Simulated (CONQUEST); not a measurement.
**Density-of-states run, with input and output: Na**

Na (I4/mmm, 2 atoms in the cell), computed with Kohn-Sham DFT of a periodic cell, OLYP, PseudoDojo NC PBE, no spin polarisation (CONQUEST 1.3).

The structure derives from a Materials Project entry.

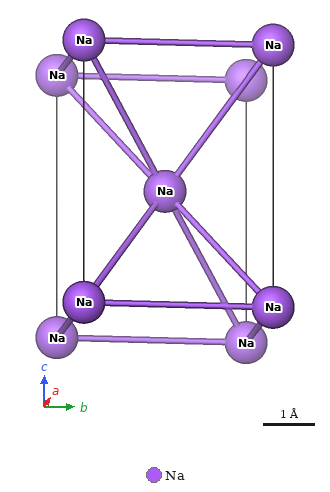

The structure as given in the input (ball-and-stick view of the cell of the calculation, seen at an oblique angle).

**Input file**
```
IO.Title Na
IO.Coordinates coords.dat
IO.FractionalAtomicCoords F
IO.Iprint 2
IO.Iprint_init 1
General.NumberOfSpecies 1
General.PseudopotentialType hamann
General.FunctionalType -110131
General.DifferentFunctional T
AtomMove.TypeOfRun static
AtomMove.FullStress T
Grid.GridCutoff 120
DM.SolutionMethod diagon
Diag.MPMesh T
Diag.GammaCentred T
Diag.MPMeshX 7
Diag.MPMeshY 7
Diag.MPMeshZ 5
Diag.kT 0.00734986
minE.SCTolerance 1e-6
Diag.SmearingType 1
Diag.MPOrder 2
SC.MaxIters 100
IO.AtomChargeOutput T
SC.KerkerPreCondition T
General.NeutralAtomProjector T
SC.WaveDependentMetric T
IO.writeDOS T
IO.write_proj_DOS T
%block ChemicalSpeciesLabel
1 22.990 Na
%endblock
```

Machine: 1 thread of Intel Xeon (Sapphire Rapids), 16 GiB of memory available, shared host.

Command:
```bash
Conquest, then PostProcessCQ with the Process lines added to Conquest_input
```

**The program's output**
```
Simulation cell dimensions:     7.1367 a0 x     7.1367 a0 x     9.9675 a0

      Atomic coordinates (a0)
         Atom         X         Y         Z  Species
            1    0.0000    0.0000    0.0000        1
            2    3.5684    3.5684    4.9837        1

         Monkhorst-Pack mesh:   7 x   7 x   5 gamma-centred
        This calculation includes non-local pseudopotentials,
         with a maximum core radius of     10.45701571

    Job title: Na
    Job to be run: static calculation

    Ground state search:
      Support functions represented with PAO basis
      1:1 PAO to SF mapping
      Non-spin-polarised electrons
      Solving for the K matrix using diagonalisation
      Using order  2 Methfessel-Paxton smearing

    Integration grid size:     36 x   36 x   60

    Integration grid spacing:  0.198 a0 x 0.198 a0 x 0.166 a0

    Number of species:  1
    --------------------------------------------------------
    |   #  mass (au)  Charge (e)  SF Rad (a0)  NSF  Label  |
    --------------------------------------------------------
    |   1     22.990       9.000       10.705    8  Na     |
    --------------------------------------------------------
          SCF tolerance:                 0.00000100
          SCF iterations:               100

    LibXC version:  6. 2. 2
    Using the GGA functional Handy & Cohen OPTX 01
    Using the GGA functional Lee, Yang & Parr

           radial cut-off to be used is taken to be max PAO cut-off radius for this species:   10.457016

           greatest ang. mom. for making density from PAOs:  1
    Minimum blocs/proc is     1215. Maximum blocs/proc is     1215
    set_atom_dens: In set_atomic_density, electrons :      18.000000000000
 matrix_size & matrix_size_padH =           16          16

    Screened ion int: energy:     -74.457615941308 Ha

    new_SC_potl: Starting.  Tolerance:  0.10000E-05

    PulayMixSC: Starting Pulay mixing, A_up =  0.500 A_dn =  0.500
    PulayMixSC: Spin non-polarised calculation.
    PulayMixSC: with Kerker preconditioning, q0 =  0.100
    PulayMixSC: with wave dependent metric, q1 =  0.100
          Proc:     0 findFermi_fixspin: Warning! Diag.NElecLess >= total number of electrons for spin channel  1 setting it equal to number of electrons, but this is slow and you may want to change it to something smaller.
          Harris-Foulkes Energy            :       -91.618156817319317 Ha
          GroundState Energy (kT --> 0)    :       -91.618227065142136 Ha
          Free Energy (E-TS)               :       -91.618250481083081 Ha
          DFT Total Energy                 :       -91.616259239816969 Ha
          Total number of electrons        :        17.999999999999677
    PulayMixSC: Pulay iteration     1 residual:              0.13834E-02
          Proc:     0 findFermi_fixspin: Warning! Diag.NElecLess >= total number of electrons for spin channel  1 setting it equal to number of electrons, but this is slow and you may want to change it to something smaller.
          Harris-Foulkes Energy            :       -91.616983645975552 Ha
          GroundState Energy (kT --> 0)    :       -91.617053905938775 Ha
          Free Energy (E-TS)               :       -91.617077325926516 Ha
          DFT Total Energy                 :       -91.616523720829761 Ha
          Total number of electrons        :        18.000035815439219
    PulayMixSC: Pulay iteration     2 residual:              0.62359E-03
          Proc:     0 findFermi_fixspin: Warning! Diag.NElecLess >= total number of electrons for spin channel  1 setting it equal to number of electrons, but this is slow and you may want to change it to something smaller.
          Harris-Foulkes Energy            :       -91.616611488619583 Ha
          GroundState Energy (kT --> 0)    :       -91.616681762575624 Ha
          Free Energy (E-TS)               :       -91.616705187227637 Ha
          DFT Total Energy                 :       -91.616603597254681 Ha
          Total number of electrons        :        18.000068007191409
    PulayMixSC: Pulay iteration     3 residual:              0.10949E-03
          Proc:     0 findFermi_fixspin: Warning! Diag.NElecLess >= total number of electrons for spin channel  1 setting it equal to number of electrons, but this is slow and you may want to change it to something smaller.
          Harris-Foulkes Energy            :       -91.616604104235506 Ha
          GroundState Energy (kT --> 0)    :       -91.616674386929446 Ha
          Free Energy (E-TS)               :       -91.616697814494088 Ha
          DFT Total Energy                 :       -91.616604087795338 Ha
          Total number of electrons        :        18.000074198546216
    PulayMixSC: Pulay iteration     4 residual:              0.69928E-05
          Proc:     0 findFermi_fixspin: Warning! Diag.NElecLess >= total number of electrons for spin channel  1 setting it equal to number of electrons, but this is slow and you may want to change it to something smaller.
          Harris-Foulkes Energy            :       -91.616604429007239 Ha
          GroundState Energy (kT --> 0)    :       -91.616674706490656 Ha
          Free Energy (E-TS)               :       -91.616698132318461 Ha
          DFT Total Energy                 :       -91.616604401198686 Ha
          Total number of electrons        :        18.000069592346396
    PulayMixSC: Pulay iteration     5 residual:              0.64403E-05
          Proc:     0 findFermi_fixspin: Warning! Diag.NElecLess >= total number of electrons for spin channel  1 setting it equal to number of electrons, but this is slow and you may want to change it to something smaller.
          Harris-Foulkes Energy            :       -91.616604605925147 Ha
          GroundState Energy (kT --> 0)    :       -91.616674880879259 Ha
          Free Energy (E-TS)               :       -91.616698305863963 Ha
          DFT Total Energy                 :       -91.616604605902779 Ha
          Total number of electrons        :        18.000071414646133
    PulayMixSC: Pulay iteration     6 residual:              0.46555E-06
    PulayMixSC: Reached SCF tolerance of  0.46555E-06 after      6 iterations
      | Number of electrons      =        18.000071
      |* band energy as 2Tr[K.H] =       -21.809442416030734 Ha
      |  screened ion-ion energy =       -74.457615941307964 Ha
      |  Ha correction           =         0.520341681811422 Ha
      |  XC correction           =         4.130112877646166 Ha
      | GS Energy with kT -> 0   =       -91.616674880879259 Ha
      | Free Energy as E-TS      =       -91.616698305863963 Ha
      |* Harris-Foulkes energy   =       -91.616604605925147 Ha
      |* DFT total energy        =       -91.616604605902779 Ha
      |  estimated accuracy      =        -0.000000000022368 Ha
          Proc:     0 findFermi_fixspin: Warning! Diag.NElecLess >= total number of electrons for spin channel  1 setting it equal to number of electrons, but this is slow and you may want to change it to something smaller.
    get_E_and_F: Change in energy during last step of electronic optimisation: -0.17692E-06

    BIBLIOGRAPHY: Please consider citing the following references in the conquest.bib file

    CONQUEST:         Bowler2002pt, Miyazaki2004, Nakata2020
    Basis:            Bowler2019
    DM:               Bowler:2006xr
    Pseudopotentials: Hamann2013, Bowler2019
    XC references from LibXC:
      C. Lee, W. Yang, and R. G. Parr.,  Phys. Rev. B 37, 785 (1988)

    Warnings written to file Conquest_warnings; please check
```

**File coords.dat**
```
    7.1367059695     0.0000000000     0.0000000000
    0.0000000000     7.1367059695     0.0000000000
    0.0000000000     0.0000000000     9.9674612801
2
  0.0000000000   0.0000000000   0.0000000000 1 T T T
  3.5683529848   3.5683529848   4.9837306401 1 T T T
```

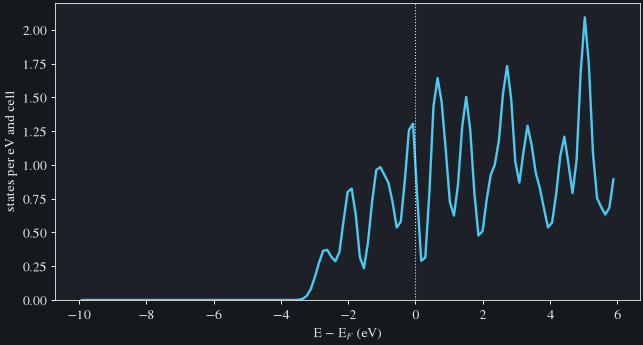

Density of states from the levels on the mesh of the run, whose fine structure reflects that mesh, with energies from the Fermi level of the run. At the top of the window the curve may fall because the computed bands end.

**Key numbers**

- outcome: converged
- space group (tolerance 0.01 Å): I4/mmm (139)
- electrons treated: 18
- free energy: −2493.0174 eV
- Fermi energy of the self-consistent step: −3.665 eV
- gap on the k-point mesh: none (metallic)
- wall time: 12 s
- peak memory: 0.39 GiB

**Remarks**

Settings chosen away from the usual ones: SC.KerkerPreCondition set to T; General.NeutralAtomProjector set to T; SC.WaveDependentMetric set to T. Further notes kept with the run: read_and_write: Functional in input file differs to pseudopotential but proceeding: -110131 101. Points of doubt noted for this run: potential of other functional; small atomic basis.
